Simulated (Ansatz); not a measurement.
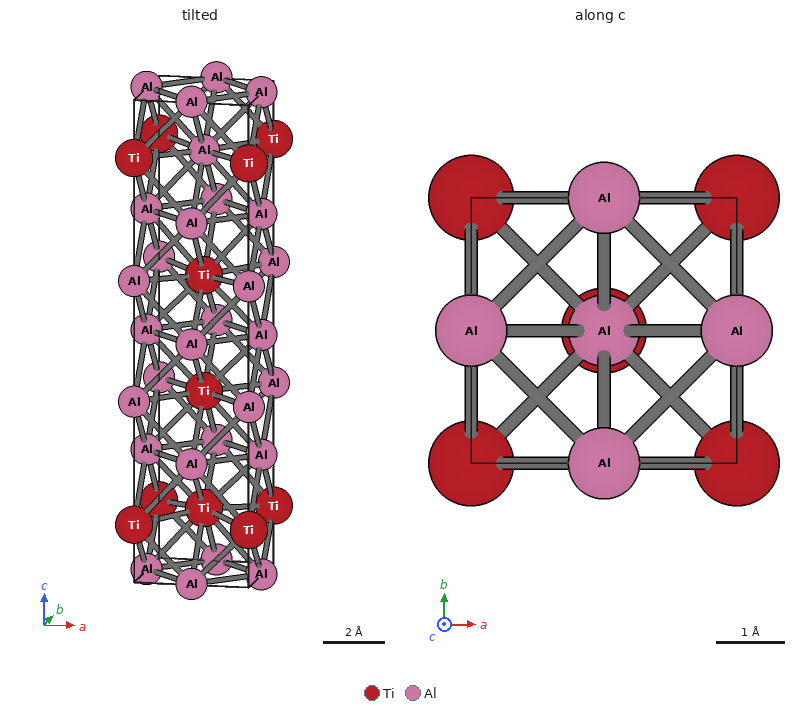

Ball-and-stick representation of a periodic structure, projected slightly off an axis and along the c axis. The parallelepiped is the conventional unit cell.

Ti5Al11, space group P4mm (No. 99), a = 3.91 Å, b = 3.91 Å, c = 16.41 Å, α = 90.00°, β = 90.00°, γ = 90.00°.

Level of theory and settings: Ansatz, DFT PBEsol, scalar-relativistic, plane waves, PAW, plane waves up to 420 eV, a 10×10×4 sampling of the Brillouin zone, Gaussian smearing of 0.1 eV, no spin polarisation.

> How large a gap does the method give, if there is one?

A metal: bands cross the Fermi level.

> Under what pressure is the structure?

The computed pressure is -0.9 GPa (stretched: it would shrink).

Origin of the cell: a structure listed in the Materials Project. Earlier steps of the study, as a rule a relaxation of our own, may have changed the cell and positions, so they can lie some per cent off the listed ones. Ansatz was used for an electronic-structure calculation on it.
